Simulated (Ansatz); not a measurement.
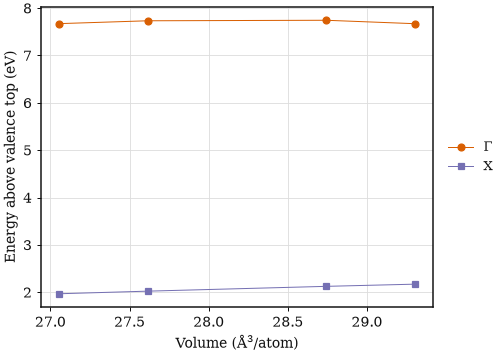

Lowest conduction level at Γ, counted from the valence-band top at X, and the lowest one over the whole k mesh, at X.

System: CsCl-type TlCl, space group Pm-3m, 2 atoms in the cell. The cell is scaled uniformly. Ansatz 0.2.0; PBE, Ansatz PAW set, no spin polarisation, no spin-orbit coupling, 8×8×8 k mesh, 420 eV cutoff, Fermi-Dirac smearing of 0.02 eV.

How does each level move from 27.05 Å³/atom to 29.31 Å³/atom?

Γ goes from 7.67 through a maximum of 7.74 eV near 28.74 Å³/atom to 7.67 eV and X rises by 0.20 eV.

What is the deformation potential dE/d ln V?

A straight line against ln V has a slope of +2.5 eV at X. No slope is given for Γ, where the curve bends too much.

The values:
| volume | Γ (eV) | X (eV) | pressure (GPa) |
| --- | --- | --- | --- |
| 27.05 Å³/atom | 7.67 | 1.97 | 2.6 |
| 27.62 Å³/atom | 7.73 | 2.02 | 1.9 |
| 28.74 Å³/atom | 7.74 | 2.12 | 0.7 |
| 29.31 Å³/atom | 7.67 | 2.17 | 0.3 |

Spin-orbit coupling is left out, which matters for Tl.
